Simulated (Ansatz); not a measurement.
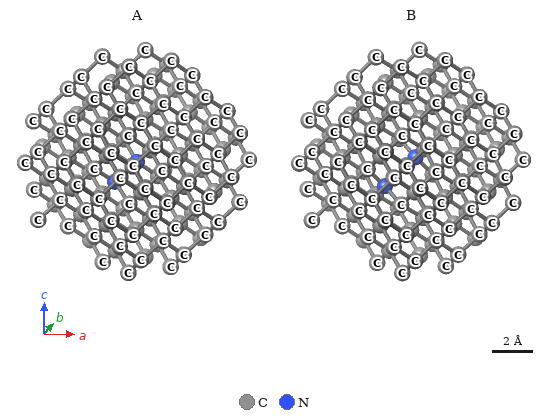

Two geometries of a defect cell of composition C$_{62}$N$_{2}$, drawn at one scale. One is the start of a relaxation, the other its converged end. The picture is a ball-and-stick view of the atoms within 5.8 Å of the atom that moves most (axes of the cell of the calculation (origin shifted)), seen slightly off an axis.

Method: Ansatz, DFT, PBEsol, PAW, plane waves. Set-up: plane-wave cutoff 420 eV; k-point mesh 1 × 1 × 1; mesh shifted by (0.25, 0.25, 0.25); no spin polarisation; atoms relaxed in a fixed cell; force threshold 0.03 eV/Å; at most 80 steps.

### Which of the two is the end point?

Structure B is the relaxed one. Over 7 geometry steps the energy falls by 6.875 eV per cell of the calculation. The largest force component goes from 4.4 to 0.0049 eV/Å. An N atom moves most: 0.34 Å along [1 1 1]. Largest moves by element: N 0.34 Å, C 0.13 Å. The cell stays as it was. Near-neighbour distances that change, for instance: N–N 1.532 → 2.196 Å, C–N 1.603 → 1.438 Å, C–N 1.575 → 1.437 Å, C–C 1.452 → 1.554 Å. Bonds break: N–N (1.53 → 2.20 Å). Bond angles that change, for instance: C–C–N 110.8° → 101.8°, C–N–C 109.1° → 117.1°, C–C–N 109.6° → 101.9°. The run took 17 s on 7 threads of Arm Neoverse-V2, peak memory 0.83 GiB.

Limits of the set-up: the periodic images lie only 7.1 Å apart, so the values are limited by the cell's size.
